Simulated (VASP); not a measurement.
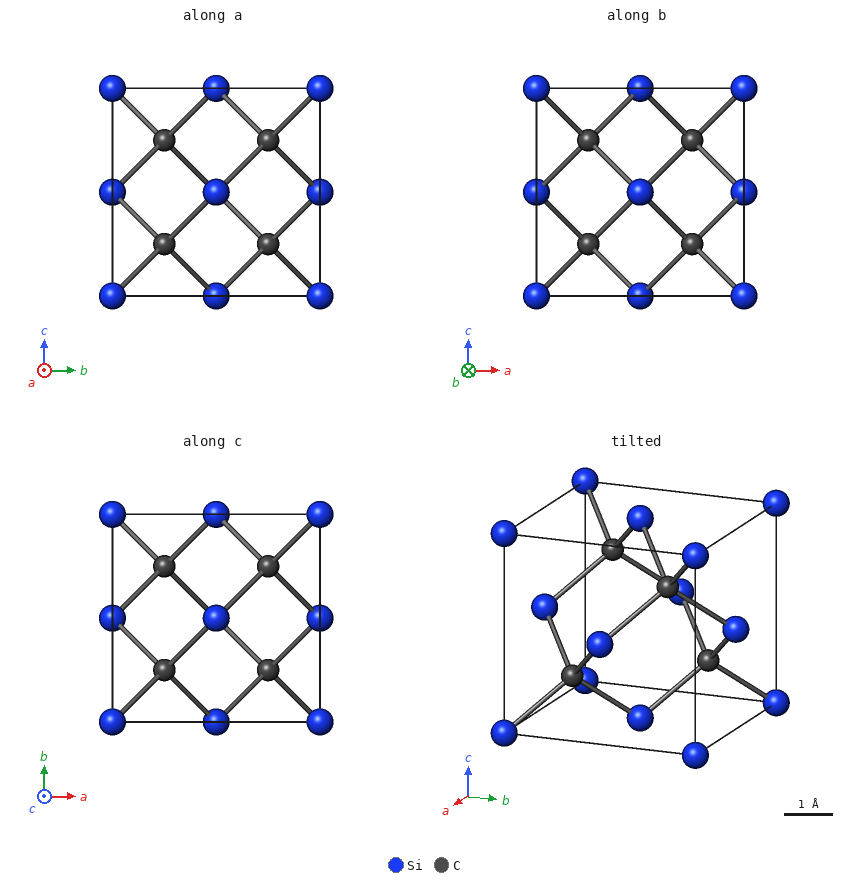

Ball-and-stick drawing of the structure, looking along the a axis, along the b axis, along the c axis and slightly off an axis. Lines trace the edges of the conventional unit cell.

Lattice parameters: a = 4.3997 Å, b = 4.3997 Å, c = 4.3997 Å, α = 90.000°, β = 90.000°, γ = 90.000°.

Question: Convert the drawing into a CIF in P1 with every atom of the cell.

Answer:
```cif
data_structure
_symmetry_space_group_name_H-M 'P 1'
_symmetry_Int_Tables_number 1
_cell_length_a 4.3997
_cell_length_b 4.3997
_cell_length_c 4.3997
_cell_angle_alpha 90.000
_cell_angle_beta 90.000
_cell_angle_gamma 90.000
_cell_volume 85.16
loop_
_atom_site_label
_atom_site_type_symbol
_atom_site_fract_x
_atom_site_fract_y
_atom_site_fract_z
_atom_site_occupancy
Si1 Si 0.0000 0.0000 0.0000 1
C1 C 0.2500 0.2500 0.7500 1
Si2 Si 0.0000 0.5000 0.5000 1
C2 C 0.2500 0.7500 0.2500 1
Si3 Si 0.5000 0.0000 0.5000 1
C3 C 0.7500 0.2500 0.2500 1
Si4 Si 0.5000 0.5000 0.0000 1
C4 C 0.7500 0.7500 0.7500 1
```

The cell started as a structure type filled with these elements by a generator (whether the compound takes this form wasn't checked). The cell was then strained or its atoms displaced on purpose. It went into a calculation with VASP.
